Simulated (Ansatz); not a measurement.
# What a change does: geometry relaxation on Al

System: Al (slab, 3 atoms in the cell).
Method of run 1: DFT, LDA, plane waves, PAW, PAW set soft_1, no spin polarisation (Ansatz 0.2.0).

The structure derives from an entry of the Crystallography Open Database. The input holds or restrains some coordinates. Forces given for the steps count only the free coordinates. Text and figures count atoms from 1; the logs count them from 0 in places.

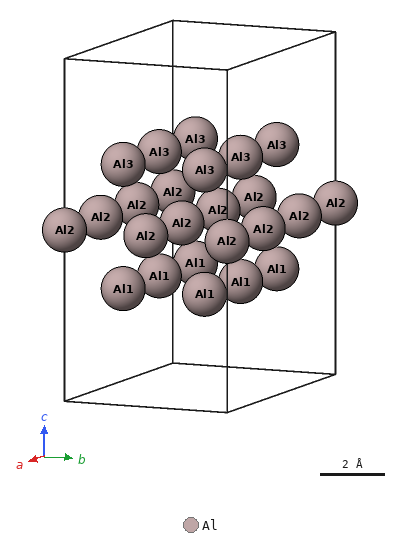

Figure 1. The input geometry (spheres-only view of the 3 × 2 repeat of the cell, with the vacuum cut short, seen slightly off an axis; atoms are numbered from 1 in the order of the input). An atom can appear more than once, as a periodic image.

**Input file, run 1**
```yaml
crystal:
  lattice:
    - [2.817186551, 0.0, 0.0]
    - [0.0, 2.817186551, 0.0]
    - [0.0, 0.0, 17.9841034282]
  atoms:
    - { symbol: Al, position: [0.5, 0.5, 0.3892326369] }
    - { symbol: Al, position: [0.0, 0.0, 0.5] }
    - { symbol: Al, position: [0.5, 0.5, 0.6107673631] }
kpoints:
  mp_grid: { grid: [10, 10, 1], shift: [0.5, 0.5, 0.0] }
hamiltonian:
  xc: lda
  pseudopotentials: { kind: paw, azcp: { folder: soft_1 } }
scf:
  occupations: { method: gaussian, width: 0.1 }
output:
  forces: true
  eigenvalues: true
relax:
  adjacent_minimum: "off"
  f_tol: 0.03
  max_steps: 50
  constraints: [{ sites: [0] }]
efield:
  axis: 3
  dipole_correction: true
  ramp_width: 0.04
```

Command:
```bash
ansatz run input.yaml --threads 1 --pin off --max-ram 3072MiB --backend cpu --events-out ev --progress --plain --runs-dir out
```

Hardware: 1 thread of Arm Neoverse V2, 24 GiB of memory available, shared host.

**Output, shortened to warnings, some set-up lines, iterations and results (run 1)**
```
Warning: [file] the record states the generating functional pbe (its physics header spells it `PBE`), which answers neither for hamiltonian.xc's functional nor for the lda family's — results may be inconsistent (PPs are generated against a specific XC)
Basis set: ecut = 420 eV, 2841 PW (Γ)
Symmetry: 8 space group operations
k-points: 15 of 100
Initial density: superposition of atomic densities (neutral atoms: chi_scale 0, normalization atom)
[...]
SCF iter   1: F=—  HF=-1538.176906 eV  |F-HF|=—  |Δ(HF+E_count)|=         —  Δρ=1.76e-2  dr2=3.34e0  ethr=3.10e-3  p=0.000 e·Å  D=4.89e-15 V/Å  ΔV_dip=-0.00 eV  …
SCF iter   2: F=—  HF=-1537.580541 eV  |F-HF|=—  |Δ(HF+E_count)|=   5.96e-1  Δρ=1.10e-2  dr2=5.11e-1  ethr=3.10e-3  p=0.000 e·Å  D=3.38e-5 V/Å  ΔV_dip=-0.00 eV  …
SCF iter   3: F=—  HF=-1537.503908 eV  |F-HF|=—  |Δ(HF+E_count)|=   7.66e-2  Δρ=1.94e-3  dr2=2.05e-2  ethr=3.10e-3  p=-0.000 e·Å  D=-6.13e-5 V/Å  ΔV_dip=0.00 eV  …
SCF iter   4: F=—  HF=-1537.502740 eV  |F-HF|=—  |Δ(HF+E_count)|=   1.17e-3  Δρ=3.17e-4  dr2=4.15e-4  ethr=2.28e-4  p=0.000 e·Å  D=9.03e-6 V/Å  ΔV_dip=-0.00 eV  …
SCF iter   5: F=-1537.502765 eV  HF=-1537.502779 eV  |F-HF|=1.43e-5  |Δ(HF+E_count)|=   3.91e-5  Δρ=6.82e-5  dr2=2.13e-5  ethr=2.50e-7  p=-0.000 e·Å  D=-6.88e-6 V/Å  …
[... 27 lines ...]
SCF iter   5: F=—  HF=-1537.508189 eV  |F-HF|=—  |Δ(HF+E_count)|=   2.11e-5  Δρ=2.42e-5  dr2=1.21e-5  ethr=2.75e-6  p=-0.000 e·Å  D=-3.02e-4 V/Å  ΔV_dip=0.01 eV  …
SCF iter   6: F=—  HF=-1537.508188 eV  |F-HF|=—  |Δ(HF+E_count)|=   1.08e-6  Δρ=5.11e-6  dr2=8.11e-8  ethr=1.11e-9  p=0.000 e·Å  D=1.30e-5 V/Å  ΔV_dip=-0.00 eV  …
SCF iter   7: F=-1537.508188 eV  HF=-1537.508188 eV  |F-HF|=4.96e-9  |Δ(HF+E_count)|=   2.33e-8  Δρ=1.84e-6  dr2=8.52e-9  ethr=9.02e-10  p=0.000 e·Å  D=2.19e-6 V/Å  …
SCF 4 converged in 7 iterations: F = -1537.508188 eV  dr2 = 8.52e-9
relax step   4: F+E_penalty+E_count = -1537.50818818 eV  Δ(F+E_penalty+E_count) = -2.696e-4 eV  max|allowed force component| = 2.952e-3 eV/Å  Δτ_max = 0.0146 Å  (7 SCF iters, …
SCF converged after 7 iterations
Free energy (F): -1537.508188 eV
Harris-Foulkes:  -1537.508188 eV  (|F-HF|=4.96e-9)
Internal energy: -1537.501535 eV  (E = F + TS)
E sigma→0 (E₀):  -1537.504862 eV
Entropy (-TS):   -0.006653 eV (-2.218 meV/atom)
Fermi energy:    -0.268394 eV
Dipole field:    D = -0.000004 V/Å  (p = -0.000003 e·Å, saw-weighted, corrected)
Work function:   Φ+ = 4.5681 eV   Φ− = 4.5680 eV
Levels:          The Fermi level and band energies are counted from a zero that moves with the ramp; work functions are not
--- Per-component energies (eV) ---
  E_band       = -37.623136
  E_kinetic    = 63.848568
  E_local      = -1176.700901  (includes V_loc(G=0)·N_el)
  E_nonlocal   = 32.654192
  E_hartree    = 569.575502
  E_xc         = -109.638370
  E_vxc        = -85.123426  (∫ρ·V_xc dr)
  E_paw        = -1335.546488  (= ΣΔE_a)
  E_vpaw       = -11.453520  (= ΣTr[D̂ρ^β])
  E_aug_tail   = -0.000013  (compensation charges beyond the density's cutoff)
  E_efield     = 0.000000  (sawtooth field / dipole correction)
  E_vefield    = 0.000002  (∫n·V_field dr)
  E_ewald      = 418.138825
  E_core_change = 0.167150  (= ΣΔE_core)
  E_smearing   = -0.006653  (= −TS)
  E_closure    = 0.000000  (closes the sum)
  Σ components = -1537.508188   (vs F -1537.508188, Δ=0.00e0)
--- Forces (eV/Å), atoms counted from 1 ---
  atom   1  Al    -0.00000000     0.00000000    -0.00368903
  atom   2  Al     0.00000000     0.00000000     0.00010961
  atom   3  Al     0.00000000     0.00000000     0.00295234
  max |Σ_I F_I| component: 6.27e-4 eV/Å
--- Relaxed structure (4 steps of the walk, 3 accepted, 0 SCFs on fresh bases) ---
  F+E_penalty+E_count = -1537.50818818 eV   max|allowed force component| = 2.952e-3 eV/Å
  atoms:
    - { symbol: Al, position: [0.49999999999999994, 0.49999999999999994, 0.3892326369] }
    - { symbol: Al, position: [2.881791546644244e-18, -4.785451501578836e-34, 0.5023234915610904] }
    - { symbol: Al, position: [0.49999999999999994, 0.49999999999999994, 0.6154221218406551] }
```

The input of run 2 differs as follows (lines with − go, lines with + come):
```diff
+basis:
+  ecutwfc: 420
-  mp_grid: { grid: [10, 10, 1], shift: [0.5, 0.5, 0.0] }
+  mp_grid: { grid: [10, 10, 1] }
```

How does run 2 compare with run 1?

The free energy of run 2 is 23.5 meV per atom lower, the joint effect of these numerical settings, which can't be told apart here. The SCF takes 19 iterations over all geometry steps against 29. The irreducible k-points go from 15 to 21.

**Output, shortened to warnings, some set-up lines, iterations and results (run 2)**
```
Warning: [file] the record states the generating functional pbe (its physics header spells it `PBE`), which answers neither for hamiltonian.xc's functional nor for the lda family's — results may be inconsistent (PPs are generated against a specific XC)
Basis set: ecut = 420 eV, 2841 PW (Γ)
Symmetry: 8 space group operations
k-points: 21 of 100
Initial density: superposition of atomic densities (neutral atoms: chi_scale 0, normalization atom)
[...]
SCF iter   1: F=—  HF=-1538.105499 eV  |F-HF|=—  |Δ(HF+E_count)|=         —  Δρ=1.63e-2  dr2=2.65e0  ethr=3.10e-3  p=0.000 e·Å  D=4.89e-15 V/Å  ΔV_dip=-0.00 eV  …
SCF iter   2: F=—  HF=-1537.585768 eV  |F-HF|=—  |Δ(HF+E_count)|=   5.20e-1  Δρ=9.04e-3  dr2=1.61e-1  ethr=3.10e-3  p=-0.000 e·Å  D=-1.35e-4 V/Å  ΔV_dip=0.00 eV  …
SCF iter   3: F=—  HF=-1537.563380 eV  |F-HF|=—  |Δ(HF+E_count)|=   2.24e-2  Δρ=9.99e-4  dr2=3.69e-3  ethr=1.79e-3  p=0.000 e·Å  D=4.47e-6 V/Å  ΔV_dip=-0.00 eV  …
SCF iter   4: F=—  HF=-1537.562387 eV  |F-HF|=—  |Δ(HF+E_count)|=   9.93e-4  Δρ=2.65e-4  dr2=1.96e-4  ethr=4.10e-5  p=-0.000 e·Å  D=-1.91e-6 V/Å  ΔV_dip=0.00 eV  …
SCF iter   5: F=-1537.562400 eV  HF=-1537.562402 eV  |F-HF|=2.01e-6  |Δ(HF+E_count)|=   1.53e-5  Δρ=3.97e-5  dr2=5.63e-6  ethr=2.50e-7  p=0.000 e·Å  D=1.33e-6 V/Å  …
[... 17 lines ...]
SCF iter   1: F=—  HF=-1537.578616 eV  |F-HF|=—  |Δ(HF+E_count)|=         —  Δρ=7.91e-6  dr2=5.52e-7  ethr=6.13e-9  p=0.000 e·Å  D=3.27e-5 V/Å  ΔV_dip=-0.00 eV  …
SCF iter   2: F=—  HF=-1537.578616 eV  |F-HF|=—  |Δ(HF+E_count)|=   8.94e-8  Δρ=7.08e-6  dr2=5.54e-7  ethr=6.13e-9  p=0.000 e·Å  D=6.55e-6 V/Å  ΔV_dip=-0.00 eV  …
SCF iter   3: F=-1537.578616 eV  HF=-1537.578616 eV  |F-HF|=3.16e-11  |Δ(HF+E_count)|=   7.53e-8  Δρ=1.05e-6  dr2=4.23e-9  ethr=1.11e-9  p=0.000 e·Å  D=1.63e-5 V/Å  …
SCF 4 converged in 3 iterations: F = -1537.578616 eV  dr2 = 4.23e-9
relax step   4: F+E_penalty+E_count = -1537.57861581 eV  Δ(F+E_penalty+E_count) = -4.787e-7 eV  max|allowed force component| = 1.126e-2 eV/Å  Δτ_max = 0.0000 Å  (3 SCF iters, …
SCF converged after 3 iterations
Free energy (F): -1537.578616 eV
Harris-Foulkes:  -1537.578616 eV  (|F-HF|=3.16e-11)
Internal energy: -1537.573834 eV  (E = F + TS)
E sigma→0 (E₀):  -1537.576225 eV
Entropy (-TS):   -0.004781 eV (-1.594 meV/atom)
Fermi energy:    -0.321463 eV
Dipole field:    D = 0.000049 V/Å  (p = 0.000039 e·Å, saw-weighted, corrected)
Work function:   Φ+ = 4.6518 eV   Φ− = 4.6527 eV
Levels:          The Fermi level and band energies are counted from a zero that moves with the ramp; work functions are not
--- Per-component energies (eV) ---
  E_band       = -37.906227
  E_kinetic    = 63.469672
  E_local      = -1166.776450  (includes V_loc(G=0)·N_el)
  E_nonlocal   = 32.614530
  E_hartree    = 564.579999
  E_xc         = -109.497496
  E_vxc        = -84.946650  (∫ρ·V_xc dr)
  E_paw        = -1335.516130  (= ΣΔE_a)
  E_vpaw       = -11.427122  (= ΣTr[D̂ρ^β])
  E_aug_tail   = -0.000013  (compensation charges beyond the density's cutoff)
  E_efield     = 0.000000  (sawtooth field / dipole correction)
  E_vefield    = -0.000027  (∫n·V_field dr)
  E_ewald      = 413.384902
  E_core_change = 0.167150  (= ΣΔE_core)
  E_smearing   = -0.004781  (= −TS)
  E_closure    = -0.000000  (closes the sum)
  Σ components = -1537.578616   (vs F -1537.578616, Δ=0.00e0)
--- Forces (eV/Å), atoms counted from 1 ---
  atom   1  Al     0.00000000    -0.00000000     0.00920842
  atom   2  Al     0.00000000    -0.00000000     0.00166954
  atom   3  Al    -0.00000000    -0.00000000    -0.01125943
  max |Σ_I F_I| component: 3.81e-4 eV/Å
--- Relaxed structure (4 steps of the walk, 4 accepted, 0 SCFs on fresh bases) ---
  F+E_penalty+E_count = -1537.57861581 eV   max|allowed force component| = 1.126e-2 eV/Å
  atoms:
    - { symbol: Al, position: [0.49999999999999994, 0.49999999999999994, 0.3892326369] }
    - { symbol: Al, position: [4.104255724596712e-18, -2.3243621579097203e-33, 0.5033091232958061] }
    - { symbol: Al, position: [0.49999999999999994, 0.49999999999999994, 0.6174296649677046] }
```

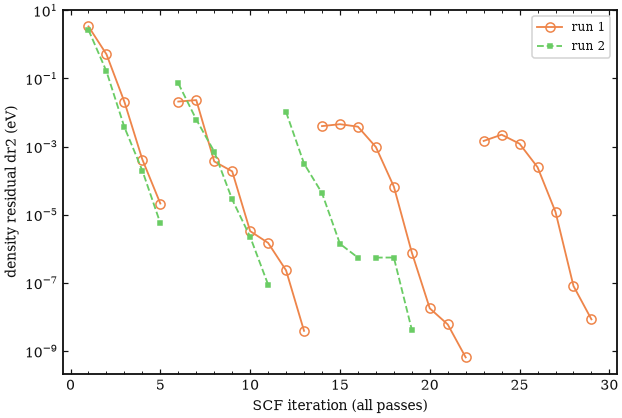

Figure 2. Convergence of the two runs: density residual dr2 against the SCF iteration. A break in a curve parts two SCF passes. Run 1 takes 29 iterations in all, and run 2 takes 19.

**The two runs side by side**

| quantity | run 1 | run 2 |
| --- | --- | --- |
| outcome | converged | converged |
| free energy per atom (eV) | −512.5027 | −512.5262 |
| energy per atom, smearing taken to zero (eV) | −512.5016 | −512.5254 |
| gap on the mesh (eV) | 0.00 | 0.00 |
| largest force (eV/Å) | 0.004 | 0.011 |
| SCF iterations | 29 | 19 |
| irreducible k-points | 15 | 21 |
| work function (eV) | – | 4.65 |
| wall time (shared host) | 9.9 s | 11 s |

For both runs: Warnings: the PAW datasets were made with another functional.
